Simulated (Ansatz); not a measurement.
System: PtSe$_{2}$, space group P-3m1 (No. 164), 3 atoms in the cell, 1T (CdI2) bulk type, epitaxial (xy) strain −4.0%.

```
Pt Se
1.0
     3.57950    0.00000    0.00000
    -1.78975    3.09994    0.00000
     0.00000    0.00000    5.81649
Pt Se
1 2
Direct
  0.00000 0.00000 0.00000
  0.33333 0.66667 0.23794
  0.66667 0.33333 0.76206
```

Level of theory: DFT, r2SCAN, plane waves, PAW, no spin polarisation, 12×12×6 k mesh; code Ansatz 0.2.0.

What will the density of states look like?

There is a gap; over the k points computed it is 0.69 eV (indirect; the smallest direct gap is 0.94 eV). The upper group of valence states starts about 7.3 eV under the valence-band top (which lies at −0.3 eV on this axis), with a gap beneath it; it holds about 18 electrons a cell.

The cell is at 6 GPa in this functional. Spin-orbit coupling is left out, which matters for Pt.

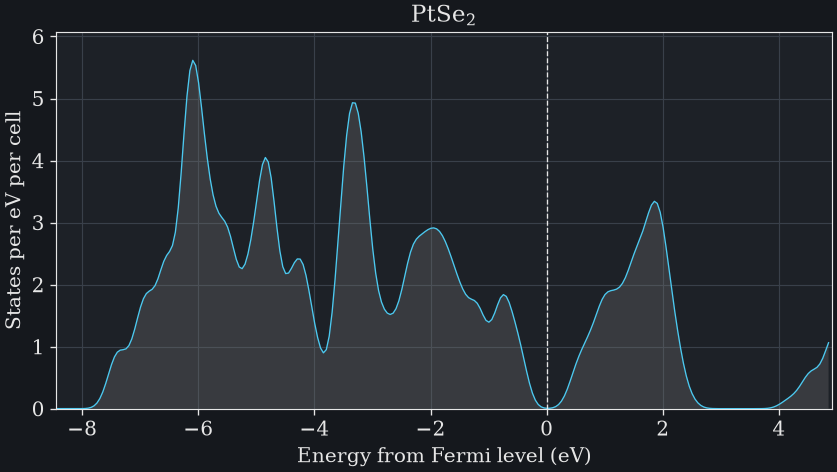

Density of states. Energies are counted from the Fermi level, put mid-gap where there is a gap. The curve is built from the levels of the k mesh with Gaussians 0.3 eV wide, which also blur the band edges.
